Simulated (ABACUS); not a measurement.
# A series of single points on La

System: La (Im-3m, 1 atom in the cell).
Method: Kohn-Sham DFT of a periodic cell, PBE, PseudoDojo NC SR 0.4.1 PBE standard, no spin polarisation (ABACUS 3.10.1).

The 7 runs differ only in the geometry, by an even scaling of the cell at fixed fractional positions. The structure derives from a Materials Project entry.

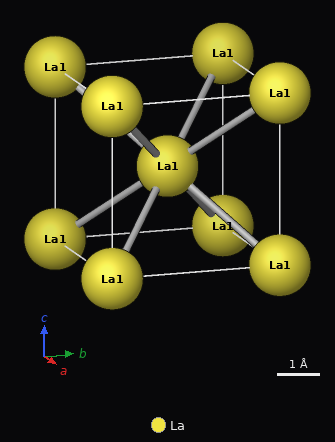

Figure 1. The structure of run 4 (ball-and-stick view of the cell 2 times as large as that of the calculation, set on its symmetry axes, seen slightly off an axis; atoms are numbered from 1 in the order of the input).

### Input file of run 4
```
INPUT_PARAMETERS
suffix              La
calculation         scf
basis_type          lcao
pseudo_dir          ./
orbital_dir         ./
symmetry            1
dft_functional      pbe
ecutwfc             111
pseudo_rcut         10
nspin               1
nbands              10
ks_solver           genelpa
smearing_method     fd
smearing_sigma      0.00367493
scf_thr             1e-07
scf_nmax            100
mixing_type         broyden
mixing_beta         0.7
cal_force           1
cal_stress          1
out_mul             1
```

### File STRU of run 4
```
ATOMIC_SPECIES
La 138.9055 La.upf

NUMERICAL_ORBITAL
La_confined-atom_8au_3s2p2d1f.orb

LATTICE_CONSTANT
1.8897261246

LATTICE_VECTORS
-2.1238310710 2.1238310710 2.1238310710
2.1238310710 -2.1238310710 2.1238310710
2.1238310710 2.1238310710 -2.1238310710

ATOMIC_POSITIONS
Direct

La
0.0
1
0.0000000000 0.0000000000 0.0000000000 1 1 1
```

### File KPT of run 4
```
K_POINTS
0
Gamma
9 9 9 0 0 0
```

Command:
```bash
OMP_NUM_THREADS=1 mpirun -np 4 abacus > log
```

Lattice vectors (Å) and fractional positions of run 4:
```
  -2.123831    2.123831    2.123831
   2.123831   -2.123831    2.123831
   2.123831    2.123831   -2.123831
La  0.000000  0.000000  0.000000
```

Run 6 differs from it as follows:
```diff
--2.1238310710 2.1238310710 2.1238310710
-2.1238310710 -2.1238310710 2.1238310710
-2.1238310710 2.1238310710 -2.1238310710
+-2.1517794217 2.1517794217 2.1517794217
+2.1517794217 -2.1517794217 2.1517794217
+2.1517794217 2.1517794217 -2.1517794217
```

### Results, with one run withheld

| run | volume per atom (Å³) | free energy per atom, from the lowest run given (meV) | pressure (GPa) |
| --- | --- | --- | --- |
| 1 | 36.020 | 7.52 | 1.45 |
| 2 | 36.787 | 2.20 | 0.78 |
| 3 | 37.553 | 0.00 | 0.16 |
| 4 | 38.320 | 0.65 | −0.42 |
| 5 | 39.086 | 3.95 | −0.95 |
| 6 | 39.852 | ? | ? |
| 7 | 40.619 | 17.76 | −1.91 |

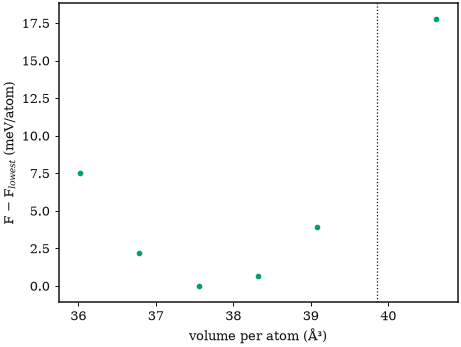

Figure 2. Free energy per atom of the runs given; the dotted line marks run 6.

Estimate the energy of run 6 from the others.

A cubic polynomial in V^(−2/3) (the Birch–Murnaghan form), fitted to the 6 runs given, misses them by at most 0.01 meV per atom. With x = V^(−2/3) − 0.08845 Å⁻², it reads F = 0.058187 − 792.76 x + 9.7882e+05 x² − 6.6722e+06 x³ (meV per atom). At run 6 it gives 9.71 meV per atom, and the run itself gives 9.71. The slope of the fit gives a pressure −dF/dV of −1.45 GPa there, and the run prints −1.45 GPa. The fit has its minimum at 37.754 Å³ per atom, where V d²F/dV² gives 28.9 GPa: the bulk modulus at this level, since symmetry fixes the shape and the positions.

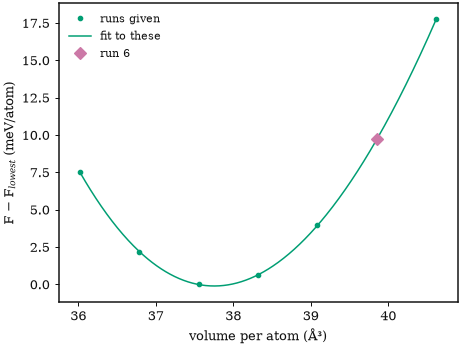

Figure 3. The fit and the withheld run.

### Some lines of the output (run 6)
```
[...]
                          Volume (Bohr^3) = 268.937
                             Volume (A^3) = 39.8522
 E_Fermi        0.7634113384         10.3867441201
 E_Fermi        0.7614567225         10.3601502065
 E_Fermi        0.7617175897         10.3636994863
 E_Fermi        0.7616870423         10.3632838686
 E_Fermi        0.7616906402         10.3633328197
 E_Fermi        0.7616889157         10.3633093574
 E_KS(sigma->0) -70.2004132706       -955.1256224355
 E_Fermi        0.7616892974         10.3633145498
 final etot is -955.13969292 eV
 EFERMI = 10.36331455 eV
 TOTAL-PRESSURE: -14.502702 KBAR
 !FINAL_ETOT_IS -955.1396929204314574 eV
```

Notes: Points of doubt noted for this run: home made orbitals.
